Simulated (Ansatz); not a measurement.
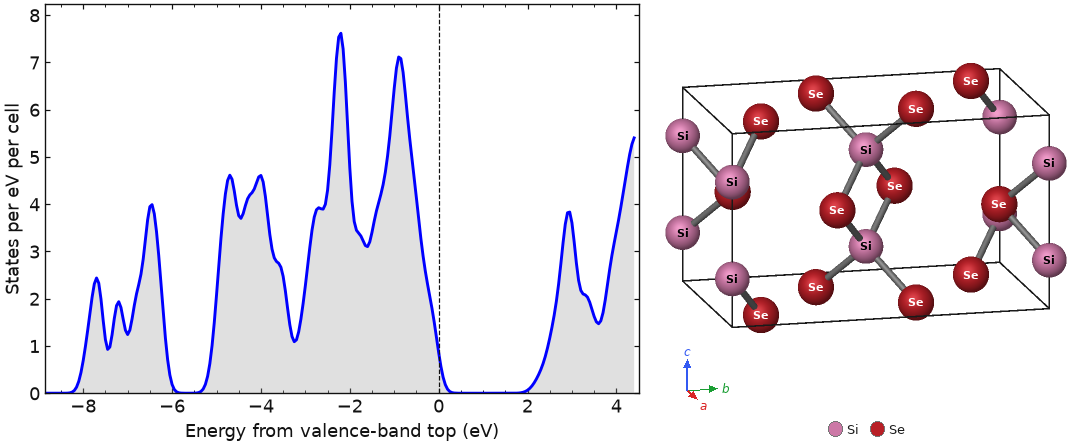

Density of states of SiSe2, space group C2/c (No. 15), 6 atoms in the cell, beside the structure. Ansatz 0.2.0; DFT, r2SCAN, plane waves, PAW, no spin polarisation, 6×6×6 k mesh. Energies are counted from the top of the valence band. The curve is built from the levels of the k mesh with Gaussians 0.3 eV wide, which also blur the band edges.

There is a gap; over the k points computed it is 2.06 eV (indirect; the smallest direct gap is 2.26 eV). The upper group of valence states starts about 5.1 eV under the valence-band top, with a gap beneath it; it holds about 20 electrons a cell.
